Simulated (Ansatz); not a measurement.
# MoS2: a point defect seen from the nuclei (Mo vacancy), part 2 of 2

Wanted: the field gradients around Mo vacancy in MoS2, cell charge -2, before and after the neighbours move. The cell is a supercell built from an entry of the Crystallography Open Database (COD). Planned: a single point, then a relaxation.

Ansatz 0.2.0; DFT, PBE, plane-wave PAW, default files, scalar-relativistic. Earlier steps stand in the parts before.

### 3 Ions relaxed

The input, input.yaml:

```yaml
crystal:
  lattice:
    - [6.338, 0.0, 0.0]
    - [-3.169, 5.4888690092, 0.0]
    - [0.0, 0.0, 12.324]
  atoms:
    - { symbol: Mo, position: [0.1666666666, 0.8333333334, 0.25] }
    - { symbol: Mo, position: [0.6666666666, 0.3333333334, 0.25] }
    - { symbol: Mo, position: [0.6666666666, 0.8333333334, 0.25] }
    - { symbol: Mo, position: [0.3333333334, 0.1666666666, 0.75] }
    - { symbol: Mo, position: [0.3333333334, 0.6666666666, 0.75] }
    - { symbol: Mo, position: [0.8333333334, 0.1666666666, 0.75] }
    - { symbol: Mo, position: [0.8333333334, 0.6666666666, 0.75] }
    - { symbol: S, position: [0.1666666666, 0.3333333334, 0.623] }
    - { symbol: S, position: [0.1666666666, 0.8333333334, 0.623] }
    - { symbol: S, position: [0.6666666666, 0.3333333334, 0.623] }
    - { symbol: S, position: [0.6666666666, 0.8333333334, 0.623] }
    - { symbol: S, position: [0.3333333334, 0.1666666666, 0.123], spin: 0.5 }
    - { symbol: S, position: [0.3333333334, 0.6666666666, 0.123], spin: 0.5 }
    - { symbol: S, position: [0.8333333334, 0.1666666666, 0.123], spin: 0.5 }
    - { symbol: S, position: [0.8333333334, 0.6666666666, 0.123] }
    - { symbol: S, position: [0.1666666666, 0.3333333334, 0.877] }
    - { symbol: S, position: [0.1666666666, 0.8333333334, 0.877] }
    - { symbol: S, position: [0.6666666666, 0.3333333334, 0.877] }
    - { symbol: S, position: [0.6666666666, 0.8333333334, 0.877] }
    - { symbol: S, position: [0.3333333334, 0.1666666666, 0.377], spin: 0.5 }
    - { symbol: S, position: [0.3333333334, 0.6666666666, 0.377], spin: 0.5 }
    - { symbol: S, position: [0.8333333334, 0.1666666666, 0.377], spin: 0.5 }
    - { symbol: S, position: [0.8333333334, 0.6666666666, 0.377] }
magnetization:
  spin_polarized: true
total_charge: -2
kpoints:
  mp_grid: { grid: [4, 4, 2] }
scf:
  occupations: { method: fermi_dirac, width: 0.01 }
hamiltonian:
  xc: pbe
  pseudopotentials: { kind: paw }
output:
  forces: true
  stress: true
  populations: true
  efg:
    quadrupole_moments_barn: { Mo: -0.022, S: -0.0694 }
    contact_densities: true
relax:
  f_tol: 0.03
  max_steps: 40
```

Run with:

```
$ ansatz run input.yaml --threads 1 --pin off --max-ram 3072MiB --backend cpu --events-out ev --progress --plain --runs-dir out
```

The log of the run:

```text
[... 1 line left out ...]
Warning: RAYON_NUM_THREADS=1 ignored (pool sized by the plan → 1); use --threads N
Mo: output.efg is read without spin–orbit coupling, which moves field gradients at and beside such atoms by some per cent and up to a factor of two; PAW files take it under magnetization.noncollinear and magnetization.spin_orbit
Engine: ansatz 0.2.0, aarch64-unknown-linux-gnu
Pseudopotentials: kind: paw
Pseudopotential: Mo, paw, valence charge 14, recommended cutoff 420 eV (normal), Mo.paw.azcp
Pseudopotential: S, paw, valence charge 6, recommended cutoff 420 eV (normal), S.paw.azcp
Functional definition: PBE
  parameter kappa = 0.804
  parameter beta = 0.06672455060314922
  exchange = pbe_x(kappa = kappa, mu = beta*pi^2/3)
  correlation = pbe_c(beta = beta)
Crystal: 23 atoms, lattice volume = 428.733 Å³
Basis set: ecut = 420 eV, 8405 PW (Γ), exchange–correlation on 90×90×180 points (8 copies of the dense FFT grid, shifted against one another)
Bands: 123, of which v1, the nominal top of the filled ones, is band 98 counted from 1 (97 counted from 0)
Symmetry: 12 space group operations
Space group: P-6m2 (ITA 187), of the structure as read, at distance tolerance 7.5e-5 Å
Magnetic group: BNS 187.209 (UNI 1439), of the structure as read, at distance tolerance 7.5e-5 Å
k-points: 8 of 32 (time reversal used)
Non-local potential: Mo, projectors of the file, l = 0: 3, l = 1: 2, l = 2: 2, l = 3: 1
Non-local potential: S, projectors of the file, l = 0: 2, l = 1: 2, l = 2: 2
PAW form: soft (Blöchl's): semilocal exchange-correlation on the pseudo side does not see the compensation charge
PAW one-centre angular grid: Mo, 590 points (default); XC on 64 Gauss nodes
PAW one-centre angular grid: S, 110 points (default); XC on 64 Gauss nodes
Starting moments: Σ|m| = 3 μB on 6 of 23 sites
Initial wavefunctions: pseudopotential atomic-orbital guess
Functional: x = pbe(κ = 0.804, μ = 0.2195149727645171), c = pbe(β = 0.06672455060314922)
SCF iter   1: F=—  HF=-49129.886382 eV  |F-HF|=—  |Δ(HF+E_count)|=         —  Δρ=5.21e-2 (↑5.07e-2 ↓5.21e-2)  dr2=9.12e1  dr2_m=1.00e-1  M=1.021 μB ∫|m|=1.229 μB  β_m=0.30  ethr=3.10e-3  ⟨swp⟩=5.8  Hψ=7572  notcnv=0  defer=1
Mixer restart at iter 1: flushing history
preconditioner: auto → Resta (q_TF=auto, 2.395 Å⁻¹)  ε∞=6.8  [insulator: Δε(μ)=0.036 eV  Ē_g=8.775 eV  σ=0.010 eV  W_gap=0.64  n_scr=110 (ndim 8)  ℏωp=21.2 eV  f_vac=0.000  D(μ)=9.57/eV (n_scr^D=54)  ε∞_Penn≈6.8]
spin=Collinear: Resta preconditioning applied to the charge; magnetization (m = ρ↑ − ρ↓) channel mixes plain (no charge-response kernel on spin).
SCF iter   2: F=—  HF=-49120.056664 eV  |F-HF|=—  |Δ(HF+E_count)|=    9.83e0  Δρ=2.45e-2 (↑2.30e-2 ↓2.45e-2)  dr2=1.51e1  dr2_m=6.04e-2  M=0.882 μB ∫|m|=1.079 μB  β_m=0.40  ethr=3.10e-3  ⟨swp⟩=3.0  Hψ=3973  notcnv=0  defer=274
SCF iter   3: F=—  HF=-49119.350675 eV  |F-HF|=—  |Δ(HF+E_count)|=   7.06e-1  Δρ=9.28e-3 (↑8.63e-3 ↓9.28e-3)  dr2=2.06e0  dr2_m=1.55e-2  M=0.838 μB ∫|m|=1.002 μB  β_m=0.70  ethr=3.10e-3  ⟨swp⟩=3.4  Hψ=3596  notcnv=0  defer=292
SCF iter   4: F=—  HF=-49119.211363 eV  |F-HF|=—  |Δ(HF+E_count)|=   1.39e-1  Δρ=6.55e-3 (↑4.92e-3 ↓6.55e-3)  dr2=1.14e0  dr2_m=6.87e-3  M=0.990 μB ∫|m|=1.001 μB  β_m=0.59  ethr=1.05e-3  ⟨swp⟩=2.4  Hψ=2994  notcnv=0  defer=299
SCF iter   5: F=—  HF=-49119.088475 eV  |F-HF|=—  |Δ(HF+E_count)|=   1.23e-1  Δρ=2.94e-3 (↑2.94e-3 ↓2.82e-3)  dr2=3.01e-1  dr2_m=4.58e-3  M=0.760 μB ∫|m|=0.775 μB  β_m=0.62  ethr=5.81e-4  ⟨swp⟩=2.3  Hψ=2597  notcnv=0  defer=290
SCF iter   6: F=—  HF=-49119.083520 eV  |F-HF|=—  |Δ(HF+E_count)|=   4.96e-3  Δρ=2.98e-3 (↑2.98e-3 ↓2.28e-3)  dr2=5.76e-1  dr2_m=4.91e-3  M=0.792 μB ∫|m|=0.798 μB  β_m=0.78  ethr=1.54e-4  ⟨swp⟩=2.8  Hψ=3045  notcnv=0  defer=290
SCF iter   7: F=—  HF=-49119.107887 eV  |F-HF|=—  |Δ(HF+E_count)|=         —  Δρ=1.67e-3 (↑1.30e-3 ↓1.67e-3)  dr2=5.95e-2  dr2_m=6.68e-3  M=0.338 μB ∫|m|=0.357 μB  β_m=0.78  ethr=1.54e-4  ⟨swp⟩=2.4  Hψ=2507  notcnv=0  defer=292
SCF iter   8: F=—  HF=-49119.109891 eV  |F-HF|=—  |Δ(HF+E_count)|=   2.00e-3  Δρ=1.34e-3 (↑1.09e-3 ↓1.34e-3)  dr2=1.12e-1  dr2_m=1.38e-3  M=0.244 μB ∫|m|=0.261 μB  β_m=0.84  ethr=3.03e-5  ⟨swp⟩=2.1  Hψ=2655  notcnv=0  defer=292
SCF iter   9: F=—  HF=-49119.105144 eV  |F-HF|=—  |Δ(HF+E_count)|=   4.75e-3  Δρ=6.35e-4 (↑6.35e-4 ↓5.98e-4)  dr2=3.09e-2  dr2_m=4.87e-5  M=0.253 μB ∫|m|=0.264 μB  β_m=0.68  ethr=3.03e-5  ⟨swp⟩=2.8  Hψ=2433  notcnv=0  defer=292
SCF iter  10: F=—  HF=-49119.103012 eV  |F-HF|=—  |Δ(HF+E_count)|=   2.13e-3  Δρ=2.73e-4 (↑2.69e-4 ↓2.73e-4)  dr2=5.21e-3  dr2_m=6.44e-5  M=0.273 μB ∫|m|=0.281 μB  β_m=0.65  ethr=1.58e-5  ⟨swp⟩=2.9  Hψ=2256  notcnv=0  defer=292
SCF iter  11: F=—  HF=-49119.102737 eV  |F-HF|=—  |Δ(HF+E_count)|=   2.75e-4  Δρ=1.34e-4 (↑1.34e-4 ↓1.20e-4)  dr2=6.11e-4  dr2_m=3.58e-5  M=0.291 μB ∫|m|=0.298 μB  β_m=0.76  ethr=2.66e-6  ⟨swp⟩=2.0  Hψ=2045  notcnv=0  defer=292
SCF iter  12: F=—  HF=-49119.102700 eV  |F-HF|=—  |Δ(HF+E_count)|=   3.69e-5  Δρ=3.41e-5 (↑2.21e-5 ↓3.41e-5)  dr2=1.51e-5  dr2_m=1.97e-6  M=0.311 μB ∫|m|=0.317 μB  β_m=0.87  ethr=3.12e-7  ⟨swp⟩=1.7  Hψ=2443  notcnv=0  defer=292
SCF iter  13: F=—  HF=-49119.102705 eV  |F-HF|=—  |Δ(HF+E_count)|=   4.45e-6  Δρ=2.07e-5 (↑1.30e-5 ↓2.07e-5)  dr2=5.76e-6  dr2_m=9.43e-7  M=0.316 μB ∫|m|=0.322 μB  β_m=0.94  ethr=7.72e-9  ⟨swp⟩=2.0  Hψ=3150  notcnv=0  defer=292
SCF iter  14: F=—  HF=-49119.102706 eV  |F-HF|=—  |Δ(HF+E_count)|=   1.38e-6  Δρ=1.02e-5 (↑6.35e-6 ↓1.02e-5)  dr2=3.52e-7  dr2_m=2.41e-7  M=0.319 μB ∫|m|=0.325 μB  β_m=0.97  ethr=2.94e-9  ⟨swp⟩=2.0  Hψ=2868  notcnv=0  defer=292
SCF iter  15: F=-49119.102706 eV  HF=-49119.102706 eV  |F-HF|=4.03e-8  |Δ(HF+E_count)|=   5.70e-7  Δρ=2.87e-6 (↑2.87e-6 ↓2.68e-6)  dr2=8.72e-8  dr2_m=2.16e-8  M=0.322 μB ∫|m|=0.328 μB  ethr=1.80e-10  ⟨swp⟩=1.0  Hψ=5528  notcnv=0
SCF 1 converged in 15 iterations: F = -49119.102706 eV  dr2 = 8.72e-8
relax step   1: F+E_penalty+E_count = -49119.10270642 eV  Δ(F+E_penalty+E_count) = +0.000e0 eV  max|allowed force component| = 4.537e-1 eV/Å  Δτ_max = 0.0000 Å  (15 SCF iters, dr2 threshold 2.25e-5 eV, accepted)
[... 19 lines left out ...]
relax step   2: F+E_penalty+E_count = -49119.07167455 eV  Δ(F+E_penalty+E_count) = +3.103e-2 eV  max|allowed force component| = 3.865e-1 eV/Å  Δτ_max = 0.1294 Å  (10 SCF iters, dr2 threshold 1.29e-5 eV, rejected (line search))
[... 33 lines left out ...]
relax step   4: F+E_penalty+E_count = -49119.18973273 eV  Δ(F+E_penalty+E_count) = -4.278e-4 eV  max|allowed force component| = 1.080e-2 eV/Å  Δτ_max = 0.0029 Å  (8 SCF iters, accepted)
NSCF: frozen V_eff on 8 k-points
[... 1 line left out ...]
SCF converged after 8 iterations
Magnetization: -0.0001 μB (98.0000 up, 98.0000 down)
Absolute magnetization: 0.0001 μB (∫|ρ↑−ρ↓|, with the PAW one-centre terms)
Spin contamination: 0.0000 ħ² per cell (⟨S²⟩ above its minimum at these occupations)
Per-site moments (μB) at R_I (Å): [(-7.1348216895162844e-6, 0.9845928537036973), (-7.134821689670757e-6, 0.9845928537036971), (-7.134821689546411e-6, 0.9845928537036973), (-1.4116526802217545e-6, 0.9947947748912747), (-1.4116526801260894e-6, 0.9947947748912752), (-1.4116526801888784e-6, 0.9947947748912747), (-4.565262804753132e-6, 0.9969233510426614), (-2.4915943930078253e-7, 0.9947947748912749), (-1.6013045038023035e-7, 0.9956323170918915), (-1.6013045059570266e-7, 0.9956323170918918), (-1.6013045040887263e-7, 0.9956323170918915), (-2.6879177911604755e-6, 0.9845928537036973), (-2.6879177911752752e-6, 0.9845928537036973), (-2.6879177911984962e-6, 0.9845928537036971), (4.0738688490620516e-7, 0.9923746528240892), (-2.4915943923759535e-7, 0.9947947748912747), (-1.6013045027213854e-7, 0.9956323170918909), (-1.601304505658768e-7, 0.9956323170918912), (-1.6013045029229536e-7, 0.9956323170918909), (-2.68791779117874e-6, 0.9845928537036974), (-2.687917791194102e-6, 0.9845928537036976), (-2.6879177911391535e-6, 0.9845928537036974), (4.0738688483198114e-7, 0.9923746528240894)]
Free energy (F): -49119.189733 eV
Harris-Foulkes:  -49119.189733 eV  (|F-HF|=6.47e-8)
Internal energy: -49119.185065 eV  (E = F + TS)
E sigma→0 (E₀):  -49119.187399 eV
Entropy (-TS):   -0.004667 eV (-0.203 meV/atom)
Fermi energy:    10.457213 eV
--- Per-component energies (eV) ---
[... 15 lines left out ...]
--- Forces (eV/Å), atoms counted from 1 ---
  atom   1  Mo     0.00619128     0.00357454     0.00000000
  atom   2  Mo    -0.00000000    -0.00714907     0.00000000
  atom   3  Mo    -0.00619128     0.00357454     0.00000000
  atom   4  Mo    -0.00014446     0.00008340     0.00000000
  atom   5  Mo     0.00000000    -0.00016681     0.00000000
  atom   6  Mo     0.00014446     0.00008340     0.00000000
[... 17 lines left out ...]
  max |Σ_I F_I| component: 5.75e-17 eV/Å
--- Stress (GPa, compression-positive) ---
        0.976924      -0.000000       0.000000
        0.000000       0.976924       0.000000
        0.000000       0.000000       0.334529
  P = ⅓ Tr σ = 0.7628 GPa (7.628 kbar)
--- PAW observables at the nuclei: V_zz in 10²¹ V/m², potentials from the cell's mean, atoms counted from 1 ---
  atom   1  Mo V_zz =    -9.601200   η = 0.4125   by run symmetry: allowed   C_q = +5.1074 MHz
            electrostatic potential = -6350.783632 V   contact ρ = 595256.746302 e/Å³   contact ρ_s (e/Å³): all electrons +0.000012, valence +0.000001
  atom   2  Mo V_zz =    -9.601200   η = 0.4125   by run symmetry: allowed   C_q = +5.1074 MHz
            electrostatic potential = -6350.783632 V   contact ρ = 595256.746303 e/Å³   contact ρ_s (e/Å³): all electrons +0.000012, valence +0.000001
  atom   3  Mo V_zz =    -9.601200   η = 0.4125   by run symmetry: allowed   C_q = +5.1074 MHz
            electrostatic potential = -6350.783632 V   contact ρ = 595256.746302 e/Å³   contact ρ_s (e/Å³): all electrons +0.000012, valence +0.000001
  atom   4  Mo V_zz =    -7.530460   η = 0.0156   by run symmetry: allowed   C_q = +4.0059 MHz
            electrostatic potential = -6349.575747 V   contact ρ = 595253.577373 e/Å³   contact ρ_s (e/Å³): all electrons +0.000005, valence +0.000002
  atom   5  Mo V_zz =    -7.530460   η = 0.0156   by run symmetry: allowed   C_q = +4.0059 MHz
            electrostatic potential = -6349.575747 V   contact ρ = 595253.577372 e/Å³   contact ρ_s (e/Å³): all electrons +0.000004, valence +0.000002
  atom   6  Mo V_zz =    -7.530460   η = 0.0156   by run symmetry: allowed   C_q = +4.0059 MHz
            electrostatic potential = -6349.575747 V   contact ρ = 595253.577373 e/Å³   contact ρ_s (e/Å³): all electrons +0.000005, valence +0.000002
  atom   7  Mo V_zz =    -7.025827   η = 0.0000   by run symmetry: allowed   C_q = +3.7374 MHz
            electrostatic potential = -6349.597691 V   contact ρ = 595253.108215 e/Å³   contact ρ_s (e/Å³): all electrons +0.000020, valence +0.000011
  atom   8  S  V_zz =    -5.160772   η = 0.0000   by run symmetry: allowed   C_q = +8.6602 MHz
            electrostatic potential = -1635.076300 V   contact ρ = 19772.116813 e/Å³   contact ρ_s (e/Å³): all electrons -0.000004, valence -0.000004
  atom   9  S  V_zz =    -4.929156   η = 0.0174   by run symmetry: allowed   C_q = +8.2715 MHz
            electrostatic potential = -1635.071562 V   contact ρ = 19772.101423 e/Å³   contact ρ_s (e/Å³): all electrons -0.000002, valence -0.000002
  atom  10  S  V_zz =    -4.929156   η = 0.0174   by run symmetry: allowed   C_q = +8.2715 MHz
            electrostatic potential = -1635.071562 V   contact ρ = 19772.101423 e/Å³   contact ρ_s (e/Å³): all electrons -0.000002, valence -0.000002
  atom  11  S  V_zz =    -4.929156   η = 0.0174   by run symmetry: allowed   C_q = +8.2715 MHz
            electrostatic potential = -1635.071562 V   contact ρ = 19772.101423 e/Å³   contact ρ_s (e/Å³): all electrons -0.000002, valence -0.000002
  atom  12  S  V_zz =    -3.208372   η = 0.3424   by run symmetry: allowed   C_q = +5.3839 MHz
            electrostatic potential = -1636.677324 V   contact ρ = 19771.973381 e/Å³   contact ρ_s (e/Å³): all electrons -0.000009, valence -0.000009
  atom  13  S  V_zz =    -3.208372   η = 0.3424   by run symmetry: allowed   C_q = +5.3839 MHz
            electrostatic potential = -1636.677324 V   contact ρ = 19771.973382 e/Å³   contact ρ_s (e/Å³): all electrons -0.000009, valence -0.000009
  atom  14  S  V_zz =    -3.208372   η = 0.3424   by run symmetry: allowed   C_q = +5.3839 MHz
            electrostatic potential = -1636.677324 V   contact ρ = 19771.973381 e/Å³   contact ρ_s (e/Å³): all electrons -0.000009, valence -0.000009
  atom  15  S  V_zz =    -4.942672   η = 0.0000   by run symmetry: allowed   C_q = +8.2942 MHz
            electrostatic potential = -1636.099992 V   contact ρ = 19770.503697 e/Å³   contact ρ_s (e/Å³): all electrons -0.000000, valence +0.000000
  atom  16  S  V_zz =    -5.160772   η = 0.0000   by run symmetry: allowed   C_q = +8.6602 MHz
            electrostatic potential = -1635.076300 V   contact ρ = 19772.116813 e/Å³   contact ρ_s (e/Å³): all electrons -0.000004, valence -0.000004
  atom  17  S  V_zz =    -4.929156   η = 0.0174   by run symmetry: allowed   C_q = +8.2715 MHz
            electrostatic potential = -1635.071562 V   contact ρ = 19772.101423 e/Å³   contact ρ_s (e/Å³): all electrons -0.000002, valence -0.000002
  atom  18  S  V_zz =    -4.929156   η = 0.0174   by run symmetry: allowed   C_q = +8.2715 MHz
            electrostatic potential = -1635.071562 V   contact ρ = 19772.101423 e/Å³   contact ρ_s (e/Å³): all electrons -0.000002, valence -0.000002
  atom  19  S  V_zz =    -4.929156   η = 0.0174   by run symmetry: allowed   C_q = +8.2715 MHz
            electrostatic potential = -1635.071562 V   contact ρ = 19772.101423 e/Å³   contact ρ_s (e/Å³): all electrons -0.000002, valence -0.000002
  atom  20  S  V_zz =    -3.208372   η = 0.3424   by run symmetry: allowed   C_q = +5.3839 MHz
            electrostatic potential = -1636.677324 V   contact ρ = 19771.973381 e/Å³   contact ρ_s (e/Å³): all electrons -0.000009, valence -0.000009
  atom  21  S  V_zz =    -3.208372   η = 0.3424   by run symmetry: allowed   C_q = +5.3839 MHz
            electrostatic potential = -1636.677324 V   contact ρ = 19771.973382 e/Å³   contact ρ_s (e/Å³): all electrons -0.000009, valence -0.000009
  atom  22  S  V_zz =    -3.208372   η = 0.3424   by run symmetry: allowed   C_q = +5.3839 MHz
            electrostatic potential = -1636.677324 V   contact ρ = 19771.973381 e/Å³   contact ρ_s (e/Å³): all electrons -0.000009, valence -0.000009
  atom  23  S  V_zz =    -4.942672   η = 0.0000   by run symmetry: allowed   C_q = +8.2942 MHz
            electrostatic potential = -1636.099992 V   contact ρ = 19770.503697 e/Å³   contact ρ_s (e/Å³): all electrons -0.000000, valence +0.000000
--- Band table (eV; the first three rows and the last of 16) ---
[... 4 lines left out ...]
--- Relaxed structure (4 steps of the walk, 3 accepted, 0 SCFs on fresh bases) ---
  F+E_penalty+E_count = -49119.18973273 eV   max|allowed force component| = 1.080e-2 eV/Å
  atoms:
[... 23 lines left out ...]
--- Löwdin populations: 23 sites ---
  site symbol       q [e]    m [muB]
[... 23 lines left out ...]
  spilling = 0.007910 (of n_electrons = 196.000000)
```

Wall time 7.5 min (1 thread of Arm Neoverse V1, shared host); peak memory 1.4 GiB.

Step by step:

```tsv
step	energy change (eV)	largest force component (eV/Å)
1	0.0000	0.454
2 (rejected)	0.0310	0.387
3	-0.0866	0.031
4	-0.0870	0.011
```

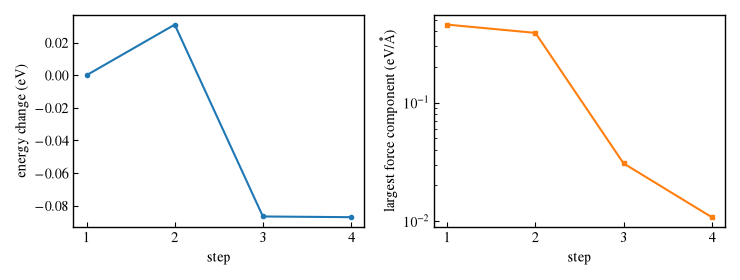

Energy and largest force component along the relaxation, rejected steps included.

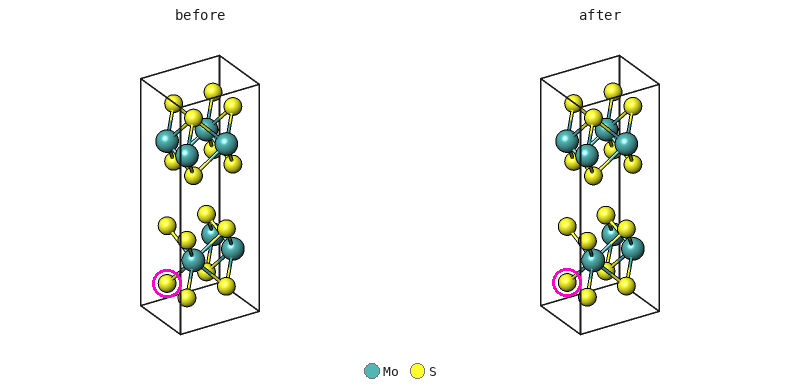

Before and after; atom 12 (S), which moved most, is ringed, with its images.

Largest displacement: 0.055 Å (atom 12 and its like, S); mean 0.020 Å.

At the end: no gap over 0.1 eV on the mesh, largest force 0.011 eV/Å, pressure 0.8 GPa.

Beside the values of step 2 (V_zz in 10²¹ V/m²):

```tsv
site	atoms	V_zz, PBE	V_zz, PBE relaxed	η, PBE	η, PBE relaxed
S12	12, 13, 14, …	-3.15	-3.21	0.46	0.34
Mo1	1, 2, 3	-8.90	-9.60	0.28	0.41
S15	15, 23	-4.64	-4.94	0.00	0.00
S8	8, 16	-5.24	-5.16	0.00	0.00
S9	9, 10, 11, …	-5.10	-4.93	0.01	0.02
Mo4	4, 5, 6	-7.66	-7.53	0.02	0.02
Mo7	7	-7.40	-7.03	0.00	0.00
```

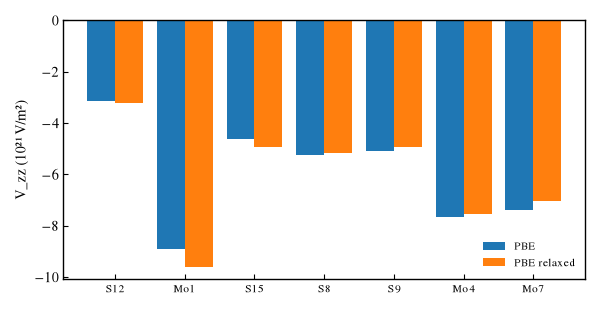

V_zz by site: PBE and PBE relaxed.

Site by site (atoms counted from 1):

```tsv
site	atoms	distance from the defect (Å)	V_zz (10²¹ V/m²)	η	C_Q (MHz)
S12	12, 13, 14, 20, …	2.35	-3.21	0.34	5.38 (³³S)
Mo1	1, 2, 3	3.17	-9.60	0.41	5.11 (⁹⁵Mo)
S15	15, 23	3.97	-4.94	0.00	8.29 (³³S)
S8	8, 16	4.59	-5.16	0.00	8.66 (³³S)
S9	9, 10, 11, 17, …	5.57	-4.93	0.02	8.27 (³³S)
Mo4	4, 5, 6	6.43	-7.53	0.02	4.01 (⁹⁵Mo)
Mo7	7	7.17	-7.03	0.00	3.74 (⁹⁵Mo)
```

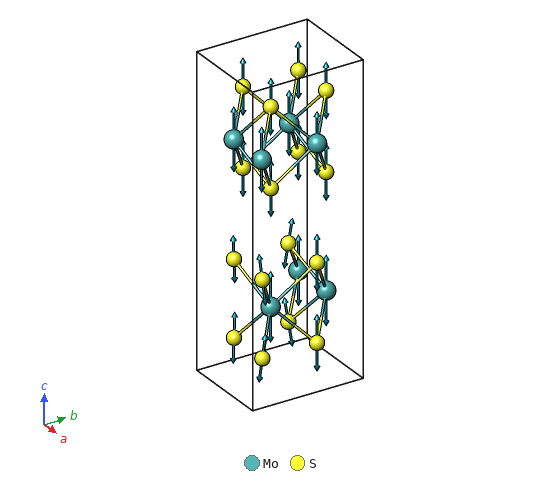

Principal axis of V_zz at each atom with a gradient: orange where V_zz is positive, teal where negative; longer for larger size.

The sizes of the gradients above 0.15 moved by 3 % in the median, 8 % at the site that moves most (small gradients counted from 0.15; Mo1, -8.90 to -9.60).

### 4 Spectra that follow from step 3

⁹⁵Mo (I = 5/2, Q = -22.00 mb) in zero field: pure quadrupole lines, for atoms at rest. Strengths are squared matrix elements for a powder, against the strongest line of the same site.

```tsv
site	count	line (MHz)	strength
Mo1	3	0.897	1.00
Mo1	3	1.49	0.72
Mo1	3	2.38	0.02
Mo4	3	0.601	1.00
Mo4	3	1.20	0.63
Mo7	1	0.561	1.00
Mo7	1	1.12	0.62
```

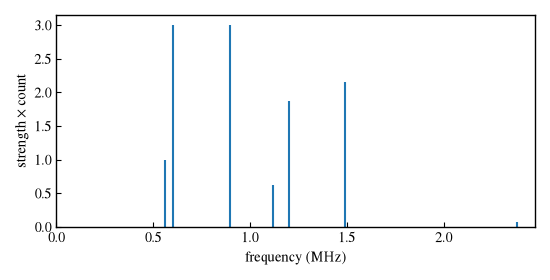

Stick spectrum of the ⁹⁵Mo quadrupole resonances of the sites tabulated.

### 5 Summary of results

This closing draws on all 2 parts.

```
                            quantity                                                                                                        value
                      state (step 3)                                   no gap over 0.1 eV on the mesh, largest force 0.011 eV/Å, pressure 0.8 GPa
    V_zz by site, step 3 (10²¹ V/m²)                                    S12 -3.21, Mo1 -9.60, S15 -4.94, S8 -5.16, S9 -4.93, Mo4 -7.53, Mo7 -7.03
         largest C_Q in size, step 3                                                                                          8.66 MHz, ³³S at S8
step 3 (ions relaxed) against step 2  3 % in the median, 8 % at the site that moves most (small gradients counted from 0.15; Mo1, -8.90 to -9.60)
```

In words: The largest gradient sits at Mo1 (6 S at 2.39–2.41 Å). The cell ends without a spin moment. The relaxation kept the symmetry P-6m2, so a distorted place of lower energy may have been missed. With states at the Fermi level, this mesh doesn't settle the gradients near the defect. Moves of at most 0.05 Å on relaxation changed gradients by up to 8 % (gradients over 0.15 counted), a moderate change. The highest ⁹⁵Mo quadrupole line lies at 2.38 MHz, for nuclei at rest; thermal motion mostly lowers such lines a little. The defect repeats with the cell of 23 atoms, so it feels its images: sites between two images don't show the values beside a lone defect, and zeros or small values of η there can come from the images' arrangement. Mo and S carry a gradient in the pure host already, so the values there aren't the defect's effect alone. The relaxation keeps the symmetry of the vacancy's site, so distortions that break it, Jahn–Teller ones too, aren't explored. A uniform background compensates the cell's charge. The defect cell has no gap above 0.1 eV on its mesh, so the values hang on the smearing and the k-mesh. The start moments die out, and the run ends without spin. The program warns that gradients near heavy atoms lack spin–orbit coupling.
